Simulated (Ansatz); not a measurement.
# Co/BN/Ni: predicting the conductance of a thicker barrier

Set-up. Ansatz 0.2.0, plane waves with PAW datasets, PBE. Interfaces are relaxed in a short slab (with D3(BJ) where the barrier is layered), set between ideal electrode layers that go on as semi-infinite leads, and the zero-bias conductance G at 300 K comes from T(E) on a typed mesh. The error is the largest of the program's estimates from energy step, mesh, the leads' potential steps and neutrality; its separate bound for narrow resonances between the energies solved isn't counted and can be far larger. The lower electrode is Co (hcp 0001), the upper Ni (fcc 111) and the barrier BN (zinc blende 111), on a net of side 2.528 Å; d is the distance between the electrodes' last planes. The runs are spin-polarised, with magnetic electrodes parallel.

Runs in hand:

```
planes in the barrier  d (Å)  G (S/m²)  error (%)  lead step (meV)
                    4   6.47   1.25e14         20               19
                    6   8.58   4.14e13         25               19
                    8  10.68   1.26e13         17               18
                   10  12.79   4.22e12          7               18
```

Q: A further run has 12 planes, d = 14.90 Å. Fit G ∝ exp(−βd) to the rows shown and predict its conductance.

Working: Take y = ln G: 32.46, 31.36, 30.16 and 29.07. The means are d = 9.63 Å and y = 30.76; Σ(Δd Δy) = −11.96 and Σ(Δd)² = 22.18, so the slope is −0.539 Å⁻¹ (β = 0.539 Å⁻¹). At d = 14.90 Å, y = 30.76 − 0.539 × 5.27 = 27.92, or G = 1.34e12 S/m².

**The withheld run.** The run gave 1.56e12 S/m², with an error estimate of 11 % and a lead step of 3 meV. The prediction is 0.856 times that, too low by 14 %. That lies within the runs' own error estimates, carried through the fit.

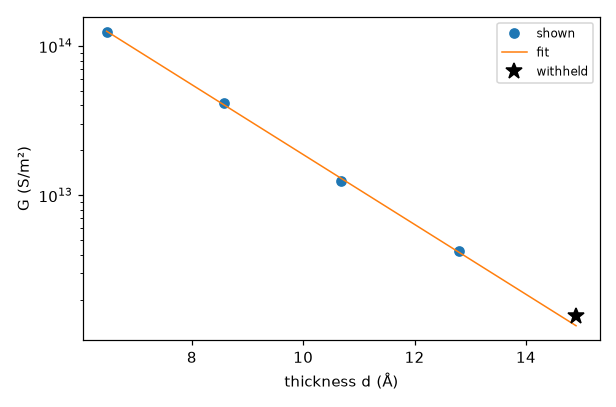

Fit and withheld run.

**Limits.** The interfaces are ideal, one cell wide, strained to a common net and relaxed from one registry with their symmetry kept. PBE's gaps are too small, so true decay constants are likely larger where the Fermi level lies deep in a gap. No spin-orbit coupling, phonons, disorder or image charges enter. The rows shown are chosen by tests on error estimates (under 100 to 120 %), lead steps (under 150 meV, though the program warns over 25), intact interfaces and, for fits, a steady trend in the rows shown; the data set holds 414 series of this kind, and not all pass.

[Logs are printed without paths, hosts, clocks, repeated set-up lines and the standing remarks that a program may print on its own settings, such as how far it seeks lower states.]
